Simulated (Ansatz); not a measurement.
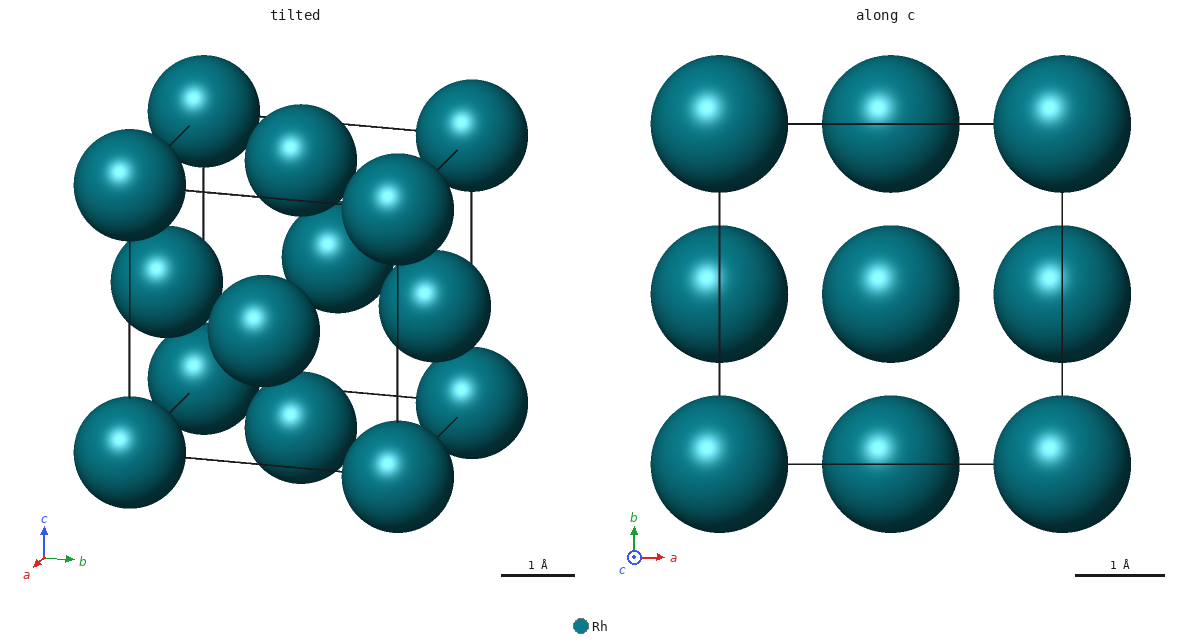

Figure: spheres-only view slightly off an axis and along the c axis. The drawn cell (a repeat of the simulation cell) is drawn as a box.

Rh, a = 3.87 Å, b = 3.84 Å, c = 3.84 Å, α = 90.90°, β = 90.00°, γ = 90.00°.

Level of theory and settings: DFT PBE, scalar-relativistic, plane waves, PAW (Ansatz 0.2.0), E_cut = 420 eV, k-points about 0.32 Å⁻¹ apart, Gaussian smearing of 0.1 eV, no spin polarisation.

Question: What is the electronic character?

Answer: A metal: bands cross the Fermi level.

Question: What pressure does the calculation give for this cell?

Answer: The computed pressure is -3.4 GPa (stretched: it would shrink). The stress isn't hydrostatic: its largest component is 5.5 GPa.

It goes back to a structure listed in the Materials Project. The cell was then strained or its atoms displaced on purpose. It was run through Ansatz as a DFT input.
